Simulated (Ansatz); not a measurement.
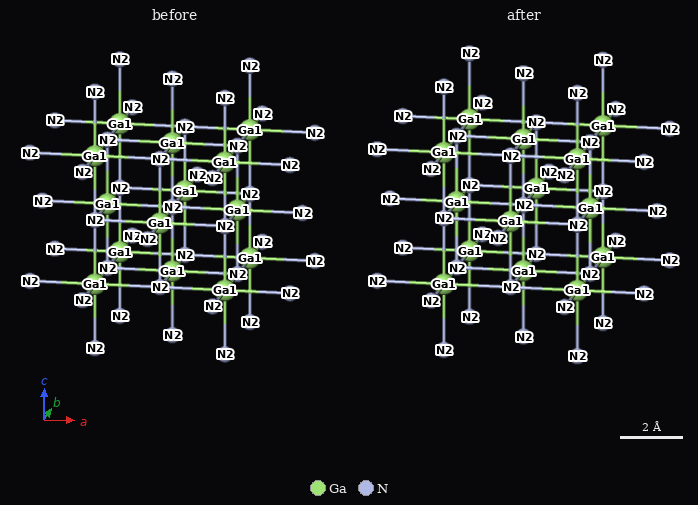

Left: a symmetric starting cell of GaN. Right: the same structure after one change, at the same scale. Style: ball-and-stick. Shown: the conventional cell (4 times the calculation's cell), slightly off an axis. Lengths and directions refer to the drawn axes.

These are results of Ansatz 0.2.0, DFT PBE, scalar-relativistic, plane waves, PAW, not measurements. Set-up: plane-wave cutoff 420 eV; k-point mesh 14 × 14 × 14; occupations gaussian; smearing width 0.05 eV; no spin polarisation.

Q: What distinguishes the right structure from the left one?

A: All lengths are scaled by +2.7 % (volume +8.2 %), the atoms keeping their fractional coordinates. No relaxation follows. The starting cell wasn't computed here and needn't be at equilibrium, so pressure and forces aren't due to the change alone.

Q: What does the change do?

A: The pressure is −13.9 GPa (not all of it need come from the change, since the unchanged cell can be under pressure at this level too). All forces vanish by symmetry. Among the bonded contacts that change: Ga–N 2.135 → 2.192 Å. The space group stays Fm-3m (No. 225).
